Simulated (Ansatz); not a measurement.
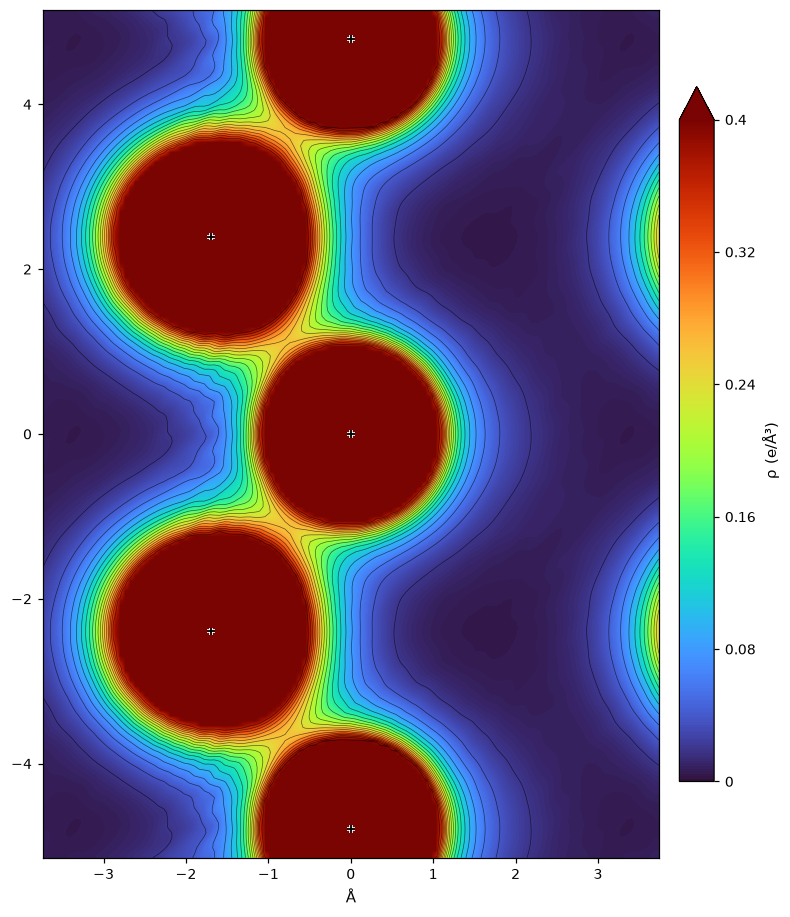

The valence pseudo-density on a plane through atoms (crosses mark nuclei in the plane).

The calculation used DFT LDA, scalar-relativistic, plane waves, PAW (Ansatz 0.2.0).

Candidates:
A. AgI, a = 6.78 Å, b = 6.78 Å, c = 6.78 Å, α = 90.00°, β = 90.00°, γ = 90.00°. Space group F-43m; changed on purpose from its base cell (functional LDA, strained and moved within the space group); computed pressure about −5 GPa in this cell.
B. NaI, a = 4.58 Å, b = 4.58 Å, c = 6.47 Å, α = 90.00°, β = 90.00°, γ = 90.00°. Space group I4mm; changed on purpose from its base cell (atom 1 (Na) moved by (-0.200, +0.000) A along x and z).

> Which system is this?

Candidate A: AgI on the (110) plane of the conventional cell, which holds Ag and I. Ag–I (2.93 Å): ρ at the midpoint is about 0.27 e/Å³.
